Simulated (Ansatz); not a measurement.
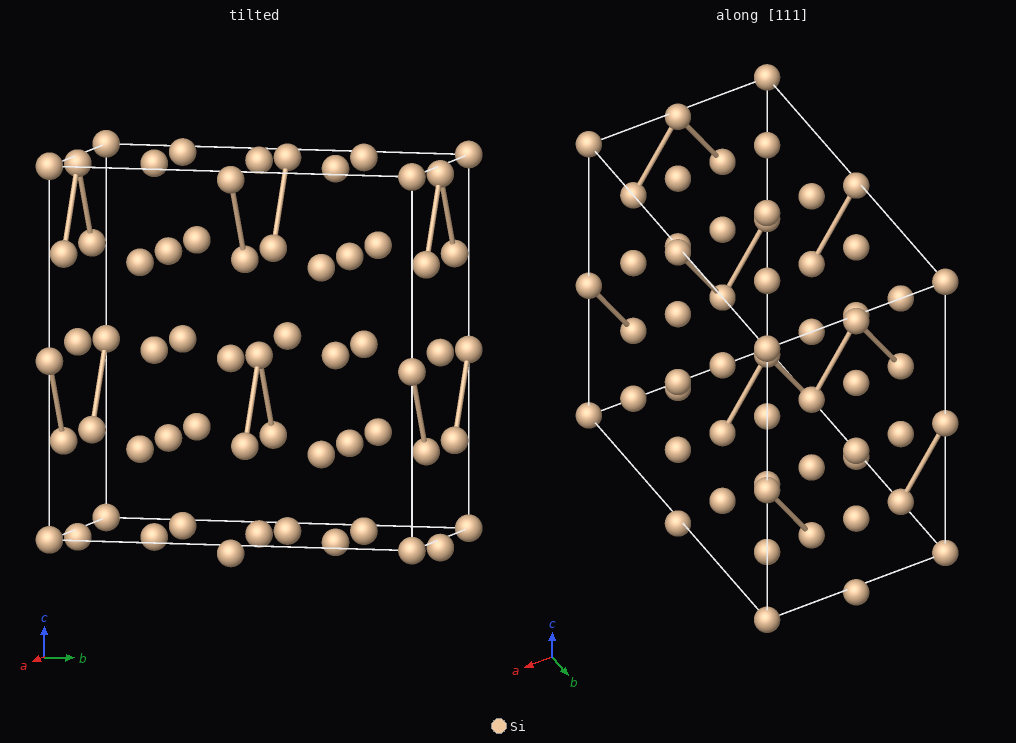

This ball-and-stick model is shown slightly off an axis and along [111]. The conventional unit cell is outlined; an atom on or near a face, edge or corner is repeated at each equivalent position.

Explain the picture.

The element is silicon. Space group Fmm2 (No. 42), lattice face-centred orthorhombic. The cell holds 32 atoms. Numbers of contacts at bonding distance: Si 0 to 2 (mean 0.5).

The initial geometry was a structure listed in the Materials Project. The cell was then strained or its atoms displaced on purpose. It was the input of a calculation with Ansatz.

At this level of theory the cell isn't at rest (forces up to 0.6 eV/Å), so its distances can differ from those at equilibrium, the more so the softer the solid.
